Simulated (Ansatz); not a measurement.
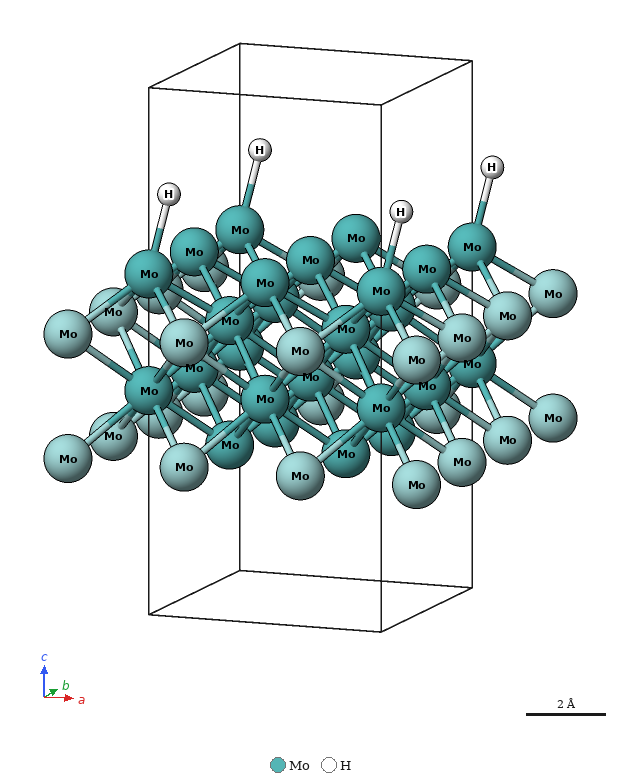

**Figure 1.** The structure as given in the input (ball-and-stick view of the cell of the calculation, with the vacuum cut short, seen slightly off an axis; neighbours outside the cell are drawn fainter). An atom can appear more than once, as a periodic image.

Run report: Mo₁₆H, single-point calculation (part 1 of 2)

Mo₁₆H (slab, 17 atoms in the cell), computed with DFT PBE, scalar-relativistic, plane waves, PAW, PAW set soft_1, spin-polarised (Ansatz 0.2.0).

The structure derives from an entry of the Crystallography Open Database. Figures and captions count atoms from 1; the log counts them from 0 in places.

### Input
```yaml
crystal:
  lattice:
    - [6.3209357475, 0.0, 0.0]
    - [0.0, 6.3209357475, 0.0]
    - [0.0, 0.0, 21.5883894861]
  atoms:
    - { symbol: Mo, position: [0.25, 0.25, 0.1852847802] }
    - { symbol: Mo, position: [0.25, 0.75, 0.1852847802] }
    - { symbol: Mo, position: [0.75, 0.25, 0.1852847802] }
    - { symbol: Mo, position: [0.75, 0.75, 0.1852847802] }
    - { symbol: Mo, position: [0.0, 0.0, 0.2584831045] }
    - { symbol: Mo, position: [0.0, 0.5, 0.2584831045] }
    - { symbol: Mo, position: [0.5, 0.0, 0.2584831045] }
    - { symbol: Mo, position: [0.5, 0.5, 0.2584831045] }
    - { symbol: Mo, position: [0.25, 0.25, 0.3340309603] }
    - { symbol: Mo, position: [0.25, 0.75, 0.3340309603] }
    - { symbol: Mo, position: [0.75, 0.25, 0.3340309603] }
    - { symbol: Mo, position: [0.75, 0.75, 0.3340309603] }
    - { symbol: Mo, position: [0.0, 0.0, 0.3978244645] }
    - { symbol: Mo, position: [0.0, 0.5, 0.3978244645] }
    - { symbol: Mo, position: [0.5, 0.0, 0.3978244645] }
    - { symbol: Mo, position: [0.5, 0.5, 0.3978244645] }
    - { symbol: H, position: [0.0625, 0.0625, 0.4909300665], spin: 1.0 }
basis:
  ecutwfc: 420
kpoints:
  mp_grid: { grid: [4, 4, 1] }
hamiltonian:
  xc: pbe
  pseudopotentials: { kind: paw, azcp: { folder: soft_1 } }
scf:
  occupations: { method: gaussian, width: 0.1 }
output:
  forces: true
  eigenvalues: true
  populations: true
  write_density: true
  write_potential: true
  elf: true
  volumetric_format: npy
magnetization:
  spin_polarized: true
efield:
  axis: 3
  dipole_correction: true
  ramp_width: 0.04
```

Machine: 8 threads of Arm Neoverse N1, 98 GiB of memory available, shared host.

Command:
```bash
ansatz run input.yaml --threads 8 --pin off --max-ram 22528MiB --backend cpu --events-out ev --progress --plain --runs-dir out
```

### Log
```
Engine: ansatz 0.2.0, aarch64-unknown-linux-gnu
Pseudopotentials: kind: paw
Pseudopotential: Mo, paw, valence charge 14, recommended cutoff 420 eV (normal), [file]
Pseudopotential: H, paw, valence charge 1, recommended cutoff 420 eV (normal), [file]
Functional definition: PBE
  parameter kappa = 0.804
  parameter beta = 0.06672455060314922
  exchange = pbe_x(kappa = kappa, mu = beta*pi^2/3)
  correlation = pbe_c(beta = beta)
Crystal: 17 atoms, lattice volume = 862.547 Å³
Basis set: ecut = 420 eV, 16893 PW (Γ), exchange–correlation on 90×90×300 points (8 copies of the dense FFT grid, shifted against one another)
Bands: 136, of which v1, the nominal top of the filled ones, is band 113 counted from 1 (112 counted from 0)
Symmetry: 2 space group operations
k-points: 7 of 16 (time reversal used)
Non-local potential: Mo, projectors of the file, l = 0: 3, l = 1: 2, l = 2: 2, l = 3: 1
Non-local potential: H, projectors of the file, l = 0: 2, l = 1: 1
PAW form: soft (Blöchl's): semilocal exchange-correlation on the pseudo side does not see the compensation charge
PAW one-centre angular grid: Mo, 590 points (default); XC on 64 Gauss nodes
PAW one-centre angular grid: H, 110 points (default); XC on 64 Gauss nodes
Initial density: superposition of atomic densities (neutral atoms: chi_scale 0, normalization atom)
Starting moments: Σ|m| = 1 μB on 1 of 17 sites
Initial wavefunctions: pseudopotential atomic-orbital guess
Functional: x = pbe(κ = 0.804, μ = 0.2195149727645171), c = pbe(β = 0.06672455060314922)
SCF iter   1: F=—  HF=-79311.109290 eV  |F-HF|=—  |Δ(HF+E_count)|=         —  Δρ=3.09e-2 (↑3.07e-2 ↓3.09e-2)  dr2=1.28e2  dr2_m=9.04e-2  M=0.334 μB ∫|m|=0.697 μB  β_m=0.30  ethr=3.10e-3  p=0.000 e·Å  D=2.65e-9 V/Å  ΔV_dip=-0.00 eV  dr2_dipole=9.29e0  V_vac-E_F(+/−)=6.06/6.06 eV  ⟨swp⟩=9.1  Hψ=9523  notcnv=0
efield: sawtooth ramp at fractional position 0.8181 (placed from the atoms, in the widest stretch of the axis that holds none; the zero of the levels goes with the place), width 0.0400; the density the first Hamiltonian is built on has a dipole p = 0.000 e·Å; the dipole correction subtracts the counter field D = 2.65e-9 V/Å, which shifts the + side's vacuum level by -0.00 eV against the − side's; the planar-averaged density in the ramp window peaks in size at 3.1e-7 e/Å³
preconditioner: auto → LDOS  [metal: Δε(μ)=0.038 eV  Ē_g=4.162 eV  σ=0.100 eV  W_gap=0.21  n_scr=138 (ndim 8)  ℏωp=12.5 eV  f_vac=0.591  D(μ)=19.17/eV (n_scr^D=96)]
spin=Collinear: LDOS preconditioning applied to the charge; magnetization (m = ρ↑ − ρ↓) channel mixes plain (no charge-response kernel on spin).
SCF iter   2: F=—  HF=-79299.881553 eV  |F-HF|=—  |Δ(HF+E_count)|=    1.12e1  Δρ=1.96e-2 (↑1.85e-2 ↓1.96e-2)  dr2=4.38e1  dr2_m=1.15e-1  M=0.135 μB ∫|m|=0.474 μB  β_m=0.30  ethr=3.10e-3  p=-0.063 e·Å  D=-1.31e-2 V/Å  ΔV_dip=0.28 eV  dr2_dipole=5.79e0  V_vac-E_F(+/−)=5.52/5.23 eV  ⟨swp⟩=3.4  Hψ=3987  notcnv=0  defer=202  κ⁻¹=1.0e0(r=1)
SCF iter   3: F=—  HF=-79295.405291 eV  |F-HF|=—  |Δ(HF+E_count)|=    4.48e0  Δρ=8.44e-3 (↑7.04e-3 ↓8.44e-3)  dr2=2.03e0  dr2_m=8.09e-2  M=0.178 μB ∫|m|=0.416 μB  β_m=0.30  ethr=3.10e-3  p=-0.180 e·Å  D=-3.79e-2 V/Å  ΔV_dip=0.82 eV  dr2_dipole=2.72e-1  V_vac-E_F(+/−)=4.89/4.08 eV  ⟨swp⟩=3.4  Hψ=3993  notcnv=0  defer=206  κ⁻¹=2.3e-2(r=2)
SCF iter   4: F=—  HF=-79295.518816 eV  |F-HF|=—  |Δ(HF+E_count)|=   1.14e-1  Δρ=5.43e-3 (↑3.87e-3 ↓5.43e-3)  dr2=1.00e0  dr2_m=5.52e-2  M=0.137 μB ∫|m|=0.346 μB  β_m=0.30  ethr=9.01e-4  p=-0.175 e·Å  D=-3.67e-2 V/Å  ΔV_dip=0.79 eV  dr2_dipole=1.93e-1  V_vac-E_F(+/−)=4.85/4.06 eV  ⟨swp⟩=2.6  Hψ=2749  notcnv=0  defer=206  κ⁻¹=3.5e-3(r=3)
SCF iter   5: F=—  HF=-79295.563814 eV  |F-HF|=—  |Δ(HF+E_count)|=   4.50e-2  Δρ=3.23e-3 (↑2.05e-3 ↓3.23e-3)  dr2=8.95e-2  dr2_m=3.54e-2  M=0.139 μB ∫|m|=0.317 μB  β_m=0.30  ethr=4.46e-4  p=-0.192 e·Å  D=-4.03e-2 V/Å  ΔV_dip=0.87 eV  dr2_dipole=3.11e-3  V_vac-E_F(+/−)=4.73/3.86 eV  ⟨swp⟩=1.9  Hψ=2217  notcnv=0  defer=206  κ⁻¹=3.1e-4(r=4)
SCF iter   6: F=—  HF=-79295.616067 eV  |F-HF|=—  |Δ(HF+E_count)|=   5.23e-2  Δρ=2.23e-3 (↑1.46e-3 ↓2.23e-3)  dr2=5.71e-2  dr2_m=2.27e-2  M=0.129 μB ∫|m|=0.284 μB  β_m=0.30  ethr=3.98e-5  p=-0.188 e·Å  D=-3.94e-2 V/Å  ΔV_dip=0.85 eV  dr2_dipole=9.39e-3  V_vac-E_F(+/−)=4.72/3.87 eV  ⟨swp⟩=2.9  Hψ=2820  notcnv=0  defer=206  κ⁻¹=6.1e-5(r=5)
SCF iter   7: F=—  HF=-79295.631843 eV  |F-HF|=—  |Δ(HF+E_count)|=   1.58e-2  Δρ=1.55e-3 (↑1.25e-3 ↓1.55e-3)  dr2=9.16e-3  dr2_m=1.48e-2  M=0.122 μB ∫|m|=0.258 μB  β_m=0.30  ethr=2.54e-5  p=-0.195 e·Å  D=-4.08e-2 V/Å  ΔV_dip=0.88 eV  dr2_dipole=7.70e-7  V_vac-E_F(+/−)=4.71/3.83 eV  ⟨swp⟩=2.1  Hψ=2431  notcnv=0  defer=206  κ⁻¹=1.5e-5(r=6)
SCF iter   8: F=—  HF=-79295.642764 eV  |F-HF|=—  |Δ(HF+E_count)|=   1.09e-2  Δρ=1.22e-3 (↑1.03e-3 ↓1.22e-3)  dr2=2.01e-3  dr2_m=9.83e-3  M=0.109 μB ∫|m|=0.233 μB  β_m=0.65  ethr=4.07e-6  p=-0.195 e·Å  D=-4.10e-2 V/Å  ΔV_dip=0.89 eV  dr2_dipole=3.46e-4  V_vac-E_F(+/−)=4.72/3.84 eV  ⟨swp⟩=3.0  Hψ=2633  notcnv=0  defer=206
Mixer restart at iter 8: flushing history
spin-set hold released at iteration 8 (site moments contracting): the magnetisation degrees of freedom join the quasi-Newton model from the next iteration; the mixer history was flushed
SCF iter   9: F=—  HF=-79295.656420 eV  |F-HF|=—  |Δ(HF+E_count)|=   1.37e-2  Δρ=8.06e-4 (↑5.70e-4 ↓8.06e-4)  dr2=2.65e-3  dr2_m=3.62e-3  M=0.083 μB ∫|m|=0.183 μB  β_m=0.54  ethr=8.94e-7  p=-0.196 e·Å  D=-4.12e-2 V/Å  ΔV_dip=0.89 eV  dr2_dipole=6.31e-4  V_vac-E_F(+/−)=4.73/3.84 eV  ⟨swp⟩=3.8  Hψ=3071  notcnv=0  defer=206
density mixer auto → msr1: a metal under ldos (density of states about μ 2.34 of a free-electron gas's, 138 screened modes)
SCF iter  10: F=—  HF=-79295.664670 eV  |F-HF|=—  |Δ(HF+E_count)|=   8.25e-3  Δρ=1.71e-4 (↑1.39e-4 ↓1.71e-4)  dr2=6.07e-4  dr2_m=1.42e-4  M=0.043 μB ∫|m|=0.101 μB  β_m=0.77  ethr=8.94e-7  p=-0.200 e·Å  D=-4.20e-2 V/Å  ΔV_dip=0.91 eV  dr2_dipole=7.60e-5  V_vac-E_F(+/−)=4.75/3.84 eV  ⟨swp⟩=4.0  Hψ=3438  notcnv=0  defer=206
SCF iter  11: F=—  HF=-79295.665252 eV  |F-HF|=—  |Δ(HF+E_count)|=   5.82e-4  Δρ=7.85e-5 (↑6.36e-5 ↓7.85e-5)  dr2=1.06e-4  dr2_m=3.32e-5  M=0.030 μB ∫|m|=0.067 μB  β_m=0.88  ethr=2.70e-7  p=-0.202 e·Å  D=-4.24e-2 V/Å  ΔV_dip=0.92 eV  dr2_dipole=1.33e-5  V_vac-E_F(+/−)=4.76/3.84 eV  ⟨swp⟩=3.0  Hψ=2824  notcnv=0  defer=206
SCF iter  12: F=—  HF=-79295.665322 eV  |F-HF|=—  |Δ(HF+E_count)|=   7.09e-5  Δρ=4.81e-5 (↑4.81e-5 ↓3.82e-5)  dr2=4.11e-5  dr2_m=1.15e-5  M=0.022 μB ∫|m|=0.046 μB  β_m=0.94  ethr=4.71e-8  p=-0.203 e·Å  D=-4.26e-2 V/Å  ΔV_dip=0.92 eV  dr2_dipole=3.53e-7  V_vac-E_F(+/−)=4.76/3.84 eV  ⟨swp⟩=3.0  Hψ=3298  notcnv=0  defer=206
SCF iter  13: F=—  HF=-79295.664946 eV  |F-HF|=—  |Δ(HF+E_count)|=   3.77e-4  Δρ=2.78e-5 (↑2.73e-5 ↓2.78e-5)  dr2=8.44e-6  dr2_m=5.20e-6  M=0.016 μB ∫|m|=0.032 μB  β_m=0.97  ethr=1.83e-8  p=-0.203 e·Å  D=-4.27e-2 V/Å  ΔV_dip=0.92 eV  dr2_dipole=3.84e-8  V_vac-E_F(+/−)=4.76/3.84 eV  ⟨swp⟩=3.2  Hψ=3612  notcnv=0  defer=206
SCF iter  14: F=—  HF=-79295.664958 eV  |F-HF|=—  |Δ(HF+E_count)|=   1.20e-5  Δρ=1.80e-5 (↑1.48e-5 ↓1.80e-5)  dr2=4.12e-6  dr2_m=1.60e-6  M=0.010 μB ∫|m|=0.020 μB  β_m=0.99  ethr=3.75e-9  p=-0.203 e·Å  D=-4.27e-2 V/Å  ΔV_dip=0.92 eV  dr2_dipole=4.20e-7  V_vac-E_F(+/−)=4.76/3.84 eV  ⟨swp⟩=3.1  Hψ=3601  notcnv=0  defer=206
SCF iter  15: F=—  HF=-79295.664963 eV  |F-HF|=—  |Δ(HF+E_count)|=   4.73e-6  Δρ=7.69e-6 (↑6.42e-6 ↓7.69e-6)  dr2=1.33e-6  dr2_m=2.76e-7  M=0.005 μB ∫|m|=0.010 μB  β_m=0.99  ethr=1.83e-9  p=-0.203 e·Å  D=-4.27e-2 V/Å  ΔV_dip=0.92 eV  dr2_dipole=1.40e-11  V_vac-E_F(+/−)=4.76/3.84 eV  ⟨swp⟩=3.1  Hψ=3517  notcnv=0  defer=206
SCF iter  16: F=—  HF=-79295.664963 eV  |F-HF|=—  |Δ(HF+E_count)|=   6.20e-7  Δρ=4.42e-6 (↑4.42e-6 ↓3.69e-6)  dr2=3.82e-7  dr2_m=9.37e-8  M=0.003 μB ∫|m|=0.006 μB  β_m=1.00  ethr=5.90e-10  p=-0.203 e·Å  D=-4.26e-2 V/Å  ΔV_dip=0.92 eV  dr2_dipole=5.62e-8  V_vac-E_F(+/−)=4.76/3.84 eV  ⟨swp⟩=3.1  Hψ=3634  notcnv=0  defer=206
SCF iter  17: F=—  HF=-79295.664963 eV  |F-HF|=—  |Δ(HF+E_count)|=   2.13e-7  Δρ=2.52e-6 (↑2.48e-6 ↓2.52e-6)  dr2=8.20e-8  dr2_m=3.78e-8  M=0.002 μB ∫|m|=0.004 μB  β_m=1.00  ethr=4.44e-11  p=-0.203 e·Å  D=-4.26e-2 V/Å  ΔV_dip=0.92 eV  dr2_dipole=4.57e-10  V_vac-E_F(+/−)=4.76/3.84 eV  ⟨swp⟩=21.6  Hψ=17972  notcnv=0
SCF iter  18: F=—  HF=-79295.664964 eV  |F-HF|=—  |Δ(HF+E_count)|=   6.39e-8  Δρ=1.70e-6 (↑1.66e-6 ↓1.70e-6)  dr2=2.89e-8  dr2_m=1.89e-8  M=0.001 μB ∫|m|=0.003 μB  β_m=1.00  ethr=3.65e-11  p=-0.203 e·Å  D=-4.26e-2 V/Å  ΔV_dip=0.92 eV  dr2_dipole=1.58e-10  V_vac-E_F(+/−)=4.76/3.84 eV  ⟨swp⟩=9.9  Hψ=12436  notcnv=0
SCF iter  19: F=—  HF=-79295.664964 eV  |F-HF|=—  |Δ(HF+E_count)|=   4.70e-8  Δρ=1.06e-6 (↑1.06e-6 ↓9.97e-7)  dr2=9.77e-9  dr2_m=7.01e-9  M=0.001 μB ∫|m|=0.002 μB  β_m=1.00  ethr=1.28e-11  p=-0.203 e·Å  D=-4.26e-2 V/Å  ΔV_dip=0.92 eV  dr2_dipole=3.36e-10  V_vac-E_F(+/−)=4.76/3.84 eV  ⟨swp⟩=9.4  Hψ=11651  notcnv=0
SCF iter  20: F=—  HF=-79295.664964 eV  |F-HF|=—  |Δ(HF+E_count)|=   2.15e-8  Δρ=5.71e-7 (↑5.65e-7 ↓5.71e-7)  dr2=8.13e-9  dr2_m=1.63e-9  M=0.000 μB ∫|m|=0.001 μB  β_m=0.91  ethr=4.34e-12  p=-0.203 e·Å  D=-4.26e-2 V/Å  ΔV_dip=0.92 eV  dr2_dipole=3.63e-14  V_vac-E_F(+/−)=4.76/3.84 eV  ⟨swp⟩=9.3  Hψ=11579  notcnv=0
SCF iter  21: F=—  HF=-79295.664964 eV  |F-HF|=—  |Δ(HF+E_count)|=   6.50e-9  Δρ=2.65e-7 (↑2.65e-7 ↓2.63e-7)  dr2=1.35e-9  dr2_m=3.95e-10  M=-0.000 μB ∫|m|=0.000 μB  β_m=0.93  ethr=3.61e-12  p=-0.203 e·Å  D=-4.26e-2 V/Å  ΔV_dip=0.92 eV  dr2_dipole=2.91e-11  V_vac-E_F(+/−)=4.76/3.84 eV  ⟨swp⟩=8.8  Hψ=11165  notcnv=0
SCF iter  22: F=-79295.664964 eV  HF=-79295.664964 eV  |F-HF|=2.04e-10  |Δ(HF+E_count)|=  8.15e-10  Δρ=1.55e-7 (↑1.55e-7 ↓1.54e-7)  dr2=2.13e-10  dr2_m=1.61e-10  M=-0.000 μB ∫|m|=0.000 μB  ethr=1.00e-12  p=-0.203 e·Å  D=-4.26e-2 V/Å  ΔV_dip=0.92 eV  dr2_dipole=7.08e-13  V_vac-E_F(+/−)=4.76/3.84 eV  ⟨swp⟩=8.2  Hψ=9885  notcnv=0
SCF 1 converged in 22 iterations: F = -79295.664964 eV  dr2 = 2.13e-10
  greatest PAW one-centre occupation: 0.999 electrons in one spin orbital (limit 2), on the Mo atom at site 8 (counted from 0), in its partial waves of l = 0
```

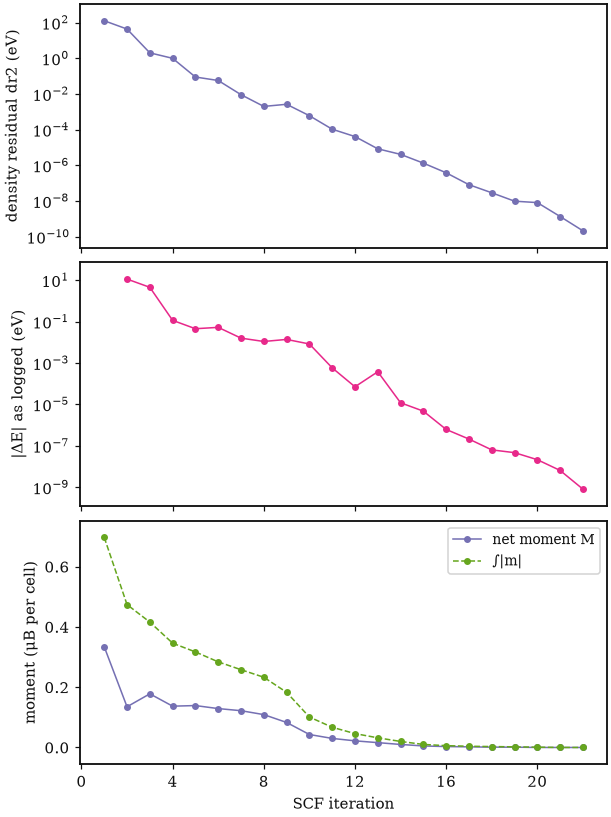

**Figure 2.** Convergence of the self-consistent field: density residual dr2, size of the energy change and magnetic moment against the SCF iteration. The residual falls almost steadily, with no more than small rises. The net moment goes from 0.3 to 0.0 μB per cell, and ∫|m| falls to zero.

```
WARN: the starting moments were not kept: the SCF closed with an absolute magnetisation of 3.0e-4 μB, where they sum to 1 μB in size (1 site). That is at most 0.1 of that sum. Measured as dr2_m measures the in/out step, that magnetisation stands 3.5e-9 eV from none, at or under the dr2_threshold of 1.0e-7 eV: it is no larger than a step whose dr2_m would equal this threshold. The system may hold no moment; this SCF shows only that its start led to no more than that. To try another start: raise the starting moments (crystal.atoms[].spin, magnetization.per_species, magnetization.initial_magnetization, or on a non-collinear deck that types none of these the spinor_matrix: blocks that start its atoms; where the total moment is fixed, keep their sum and leave initial_magnetization as it is; typed ones take the place of any that the run laid by itself, positive ones on a crystal's lanthanoids without a Hubbard term where scf.initial_density.shell_occupations: [] is typed) or, if the notice of its spin-set hold's release reads "site moments contracting" or "site moments show no strong build", lengthen the hold (scf.mixing.spin_hold: { on: { confirm: 4 } }; for m-r²SCAN on two components see the key's manual first). Each may lead to a state that holds a moment. A second SCF, from the converged charge density, with the starting moments and any scf.initial_density.shell_occupations laid on it anew, would have followed, and was not run: the deck does not ask for one (magnetization.retry_lost_moments is false, the default). To let it run, set magnetization.retry_lost_moments: true and run the deck again, where that key's refused combinations let it; where memory then withholds it, that run's warning says so.
WARN: The input density's exchange-correlation potential varies sharply where the density is thin. Do not read a vacuum level from v_tot or v_xc, or from such a field of the output density. On a cell that repeats whose density bears no net charge and no dipole along the vacuum's axis use v_es (v_loc + v_h of the components); under efield.dipole_correction with no amplitude use v_es + v_field, which holds any external_charges[].barrier, or the levels of the report's work_function block, which leave it out; under a non-zero efield.amplitude the vacuum is tilted and has no level; on a cell that repeats and bears such a dipole with no correction it is tilted too, and efield.dipole_correction with no amplitude gives each side of its ramp a level where efield: is served; in a cell that repeats whose density bears a net charge (total_charge, or a fill off its count) it is curved and has none; of a slab under crystal.periodic whose density bears no net charge use v_es, which has a level on each side, short of where the two are joined; of another it falls or rises all the way out and has none; of a slab beside external_charges read slab_vacuum_level instead, which it has where they leave it neutral. The grid or the basis barely resolves most such structure, and the values can differ between equally converged runs; as a rule a tighter scf.convergence.dr2_threshold does not remove it. Where the density itself ripples (under the LDA too) a higher basis.ecutwfc lessens it. The files hold the spikes' plane waves up to the density's cutoff. Files: v_tot and the like, and their columns of v_z.tsv (output.write_potential); v_xc and the like, and their columns of v_comp_z.tsv (output.write_potential_components); where files of the output density stand in their place, no point of their own thin density is over the threshold below, and this is of outcome.potential() and, of a run that writes arrays (npy), the arrays of these names. Measured: with its Gaussian average of σ = 0.25 Å subtracted twice, the exchange-correlation potential is over 0.1 eV at 4 of the grid points where the equally averaged density (valence and model cores) is under 1e-3 e/Å³, and 0.106 eV at the most among them, at an averaged density of 1.1e-8 e/Å³. See output.write_potential in the manual, Limitations
SCF converged after 22 iterations
Magnetization: -0.0001 μB (112.4999 up, 112.5001 down)
Absolute magnetization: 0.0003 μB (∫|ρ↑−ρ↓|, with the PAW one-centre terms)
Spin contamination: 0.0000 ħ² per cell (⟨S²⟩ above its minimum at these occupations)
```
